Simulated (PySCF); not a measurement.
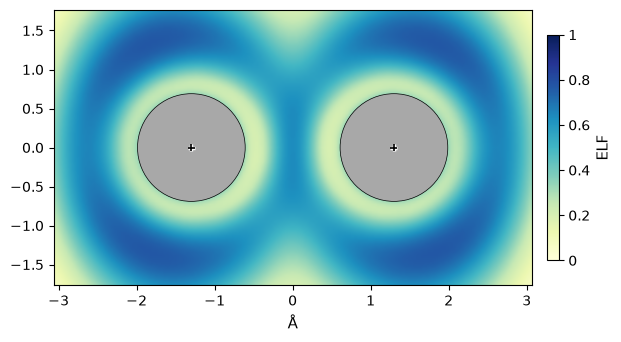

The electron localisation function on a plane through atoms (crosses mark nuclei in the plane; grey discs cover the cores).

Computed with DFT single point, gas phase, functional B3LYP in PySCF 2.14.0, density-fitted response routines.

Candidates:
A. Te2 (SMILES [Te]=[Te])
B. C5H12 (SMILES CCC(C)C)

Which candidate gave the map?

Candidate A: Te2 on a plane that holds the molecular axis, which holds Te. Te–Te (2.60 Å): the ELF peaks at about 0.65 between the atoms.
